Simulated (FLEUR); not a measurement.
## A series of single points on Co

System: Co (P6₃/mmc, 2 atoms in the cell).
Method: Kohn-Sham DFT of a periodic cell, AM05, all-electron, spin-polarised (FLEUR MaX-R8.1 (later development tree)).

The 5 runs differ only in the geometry, by an even scaling of the cell at fixed fractional positions. The structure derives from a Materials Project entry.

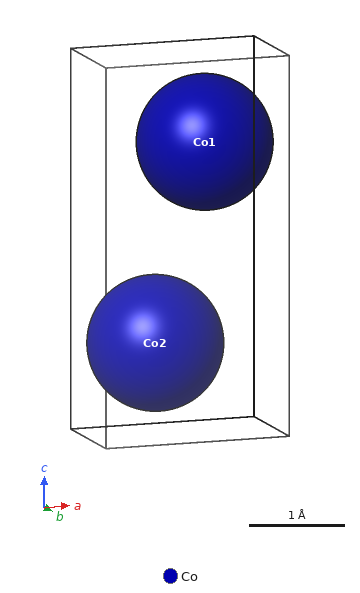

Figure 1. The structure of run 3 (spheres-only view of the cell of the calculation, seen at an oblique angle; atoms are numbered from 1 in the order of the input).

### Input of run 3
```
<?xml version="1.0" encoding="UTF-8" standalone="no"?>
<fleurInput fleurInputVersion="0.39">
   <comment>
      Co                                                                                                  
   </comment>
   <calculationSetup>
      <cutoffs Kmax="4.69" Gmax="14.5" GmaxXC="14.5" numbands="0"/>
      <scfLoop itmax="60" minDistance="0.00001" maxIterBroyd="15" imix="Anderson" alpha="0.05" precondParam="0.0" spinf="2.0" sdNocoIR="T"/>
      <coreElectrons ctail="T" frcor="F" kcrel="0" coretail_lmax="0"/>
      <xcFunctional name="LibXC" relativisticCorrections="F">
         <LibXCName exchange="gga_x_am05" correlation="gga_c_am05"/>
      </xcFunctional>
      <magnetism jspins="2"/>
      <soc l_soc="F" theta="0.0" phi="0.0" spav="F"/>
      <expertModes spex="0" secvar="F"/>
      <geometryOptimization l_f="F" forcealpha="1.0" forcemix="BFGS" epsdisp="0.00001" epsforce="0.00001"/>
      <ldaU l_linMix="F" mixParam="0.05" spinf="1.0"/>
   </calculationSetup>
   <cell>
      <bzIntegration valenceElectrons="34.0" mode="hist" fermiSmearingEnergy="0.00183747">
         <kPointListSelection listName="default-1"/>
         <!-- k-points included here -->
         <xi:include xmlns:xi="http://www.w3.org/2001/XInclude" href="kpts.xml"> </xi:include>
      </bzIntegration>
      <!-- symmetry operations included here -->
      <xi:include xmlns:xi="http://www.w3.org/2001/XInclude" href="sym.xml"> </xi:include>
      <bulkLattice scale="1.0000000000">
         <bravaisMatrix>
            <row-1>    4.6714027970857108     0.0000000000000000     0.0000000000000000</row-1>
            <row-2>   -2.3357013985428554     4.0455534935407949     0.0000000000000000</row-2>
            <row-3>    0.0000000000000000     0.0000000000000000     7.5988610187566321</row-3>
         </bravaisMatrix>
      </bulkLattice>
   </cell>
   <atomSpecies>
      <species name="Cobalt (Co2.000" element="Co" atomicNumber="27">
         <mtSphere radius="2.09" gridPoints="715" logIncrement="0.017"/>
         <atomicCutoffs lmax="9" lnonsphr="7"/>
         <electronConfig flipSpins="F">
            <coreConfig>(1s1/2) (2s1/2) (2p1/2) (2p3/2)</coreConfig>
            <valenceConfig>(3s1/2) (3p1/2) (3p3/2) (4s1/2) (3d3/2) (3d5/2)</valenceConfig>
            <stateOccupation state="(3d3/2)" spinUp="1.5" spinDown="1.3"/>
            <stateOccupation state="(3d5/2)" spinUp="3.0" spinDown="1.2"/>
         </electronConfig>
         <energyParameters s="4" p="4" d="3" f="4"/>
         <lo type="SCLO" l="0" n="3" eDeriv="0"/>
         <lo type="SCLO" l="1" n="3" eDeriv="0"/>
         <lo type="SCLO" l="1" n="3" eDeriv="1"/>
         <lo type="SCLO" l="2" n="3" eDeriv="2"/>
         <lo type="SCLO" l="3" n="4" eDeriv="2"/>
      </species>
   </atomSpecies>
   <atomGroups>
      <atomGroup species="Cobalt (Co2.000">
         <relPos label="                   1">-1.000/3.000 1.000/3.000 -1.000/4.000</relPos>
         <relPos label="                   2">1.000/3.000 -1.000/3.000 1.000/4.000</relPos>
         <force calculate="T" relaxXYZ="TTT"/>
      </atomGroup>
   </atomGroups>
   <output dos="F" band="F" slice="F">
      <checks vchk="F" cdinf="F"/>
      <bandDOS minEnergy="-.5*Htr" maxEnergy="0.5*Htr" sigma="0.015" storeEVData="T"/>
      <vacuumDOS vacdos="F" integ="F" star="F" nstars="0" locx1="0.0" locy1="0.0" locx2="0.0" locy2="0.0" nstm="0" tworkf="0.0"/>
      <unfoldingBand unfoldBand="F" supercellX="1" supercellY="1" supercellZ="1"/>
      <plotting iplot="0" polar="F">
         <plot TwoD="T" vec1="  1.0  0.0  0.0" vec2="  0.0  1.0  0.0" vec3="  0.0  0.0  1.0" zero="  0.0  0.0  0.0" file="plot"/>
      </plotting>
      <chargeDensitySlicing numkpt="0" minEigenval="0.0" maxEigenval="0.0" nnne="0" pallst="F"/>
      <specialOutput eonly="F"/>
      <moessbauerParams electricFieldGradient="T" isomerShift="T" coreHyperfine="T" valenceHyperfine="T"/>
      <magneticCircularDichroism mcd="F" energyLo="-10.0" energyUp="0.0"/>
   </output>
  <!-- We include the file relax.xml here to enable relaxations (see documentation) -->
  <xi:include xmlns:xi="http://www.w3.org/2001/XInclude" href="relax.xml"> <xi:fallback/> </xi:include>
</fleurInput>
```

Command:
```bash
inpgen -f crystal.txt -profile fastHighL; fleur_MPI
```

Lattice vectors (Å) and fractional positions of run 3:
```
   2.472000    0.000000    0.000000
  -1.236000    2.140815    0.000000
   0.000000    0.000000    4.021144
Co  0.666667  0.333333  0.750000
Co  0.333333  0.666667  0.250000
```

Run 2 has the same physical settings and fractional positions; its lattice vectors (Å) are:
```
   2.438590    0.000000    0.000000
  -1.219295    2.111881    0.000000
   0.000000    0.000000    3.966798
```

### Results, with one run withheld

```tsv
run	volume per atom (Å³)	free energy per atom, from the lowest run given (meV)
1	10.002	0.42
2	10.215	?
3	10.640	0.00
4	11.066	27.98
5	11.279	48.75
```

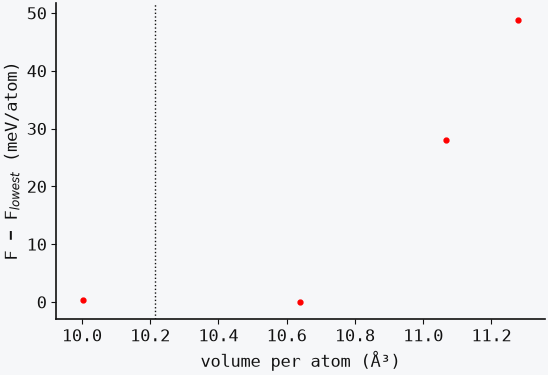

Figure 2. Free energy per atom of the runs given; the dotted line marks run 2.

Estimate the energy of run 2 from the others.

A quadratic polynomial in V^(−2/3) (the Birch–Murnaghan form), fitted to the 4 runs given, misses them by at most 0.04 meV per atom. With x = V^(−2/3) − 0.20558 Å⁻², it reads F = 4.1625 − 4075.7 x + 3.7569e+05 x² (meV per atom). At run 2 it gives −6.15 meV per atom, and the run itself gives −6.22. The fit has its minimum at 10.317 Å³ per atom, where V d²F/dV² gives 231 GPa. Cell shape and fractional positions are held, so this is the stiffness under even scaling; the relaxed bulk modulus wasn't computed.

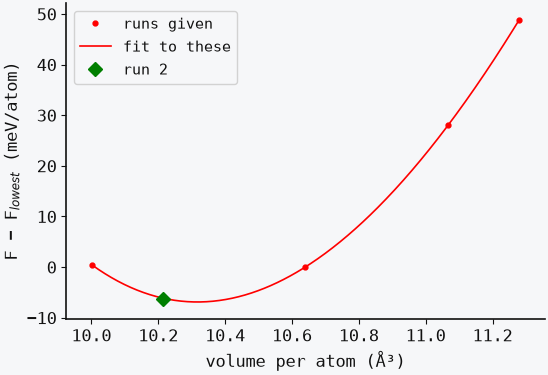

Figure 3. The fit and the withheld run.

### Output (run 2)
```
Welcome to FLEUR        (www.flapw.de)
      MaX-Release 8.1          (www.max-centre.eu)
 func_ids         135         120         135         120
The functional 'Armiento & Mattsson 05' is an exchange functional, it belongs to the 'GGA' family and is defined in the reference(s):
[1] R. Armiento and A. E. Mattsson.,  Phys. Rev. B 72, 085108 (2005)
[2] A. E. Mattsson, R. Armiento, J. Paier, G. Kresse, J. M. Wills, and T. R. Mattsson.,  J. Chem. Phys. 128, 084714 (2008)
The functional 'Armiento & Mattsson 05' is a correlation functional, it belongs to the 'GGA' family and is defined in the reference(s):
[1] R. Armiento and A. E. Mattsson.,  Phys. Rev. B 72, 085108 (2005)
[2] A. E. Mattsson, R. Armiento, J. Paier, G. Kresse, J. M. Wills, and T. R. Mattsson.,  J. Chem. Phys. 128, 084714 (2008)
 Using same functional for VXC and EXC

 ========== k-point set info ==========
 Selected k-point list: default-1
 k-point list type: mesh
 12 x 12 x 7
 Number of k points: 76

 ------------Calculation Setup---------------------------
 Number of MPI-tasks      :            1
 Number of PE/node        :            1
 Number of OMP-threads    :            1
 Most efficient MPI parallelization for:
           1           2           4          19          38          76
 Additional eigenvalue parallelization possible
 Number of basis functions:          321
 Approximate size of matrices (H+S) per k-point:         0.002 GB
 --------------------------------------------------------

 Iteration:     1   Distance:      13.80543052 me/bohr^3

 Iteration:     2   Distance:      11.18151539 me/bohr^3

 Iteration:     3   Distance:       4.97053905 me/bohr^3

 Iteration:     4   Distance:       0.78822738 me/bohr^3

 Iteration:     5   Distance:       0.72724871 me/bohr^3

 Iteration:     6   Distance:       0.22062243 me/bohr^3

 Iteration:     7   Distance:       0.20369380 me/bohr^3

 Iteration:     8   Distance:       0.05841810 me/bohr^3

 Iteration:     9   Distance:       0.12981928 me/bohr^3

 Iteration:    10   Distance:       0.02953917 me/bohr^3

 Iteration:    11   Distance:       0.04854444 me/bohr^3

 Iteration:    12   Distance:       0.03306347 me/bohr^3

 Iteration:    13   Distance:       0.00139851 me/bohr^3

 Iteration:    14   Distance:       0.00081453 me/bohr^3

 Iteration:    15   Distance:       0.00013743 me/bohr^3

 Iteration:    16   Distance:       0.00013341 me/bohr^3

 Iteration:    17   Distance:       0.00004207 me/bohr^3

 Iteration:    18   Distance:       0.00001894 me/bohr^3

 Iteration:    19   Distance:       0.00000410 me/bohr^3

 ********************************************************************
 Run finished successfully
 Stop message:
   all done
 ********************************************************************
```
